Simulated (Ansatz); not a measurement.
Read the following structure.

```cif
data_structure
_symmetry_space_group_name_H-M 'P 1'
_symmetry_Int_Tables_number 1
_cell_length_a 4.0476
_cell_length_b 4.0476
_cell_length_c 5.4380
_cell_angle_alpha 90.000
_cell_angle_beta 90.000
_cell_angle_gamma 90.000
_cell_volume 89.09
loop_
_atom_site_label
_atom_site_type_symbol
_atom_site_fract_x
_atom_site_fract_y
_atom_site_fract_z
_atom_site_occupancy
Cu1 Cu 0.00000 0.00000 0.00000 1
I1 I 0.00000 0.00000 0.50000 1
Cu2 Cu 0.50000 0.50000 0.50000 1
I2 I 0.50000 0.50000 0.00000 1
```

Question: What crystal do these data define?

Answer: The solid is CuI. Space group I4/mmm (No. 139), lattice body-centred tetragonal. It has 4 atoms to the cell (2 Cu, 2 I). The coordination shell of Cu holds six I in an octahedral arrangement at 2.72 to 2.86 Å. Each I atom has six Cu in an octahedral arrangement at 2.72 to 2.86 Å around it. The bonds build a three-dimensional framework.

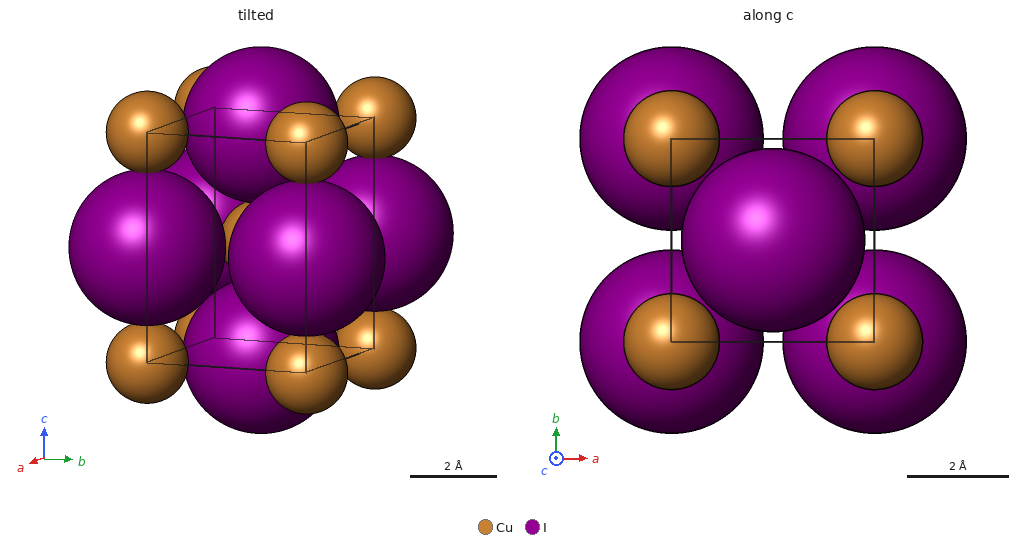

We look at a space-filling model of the crystal slightly off an axis and along the c axis. The wireframe shows the conventional unit cell.

Source of the structure: a structure listed in the Materials Project. The cell was then strained or its atoms displaced on purpose. A calculation with Ansatz used it as input.
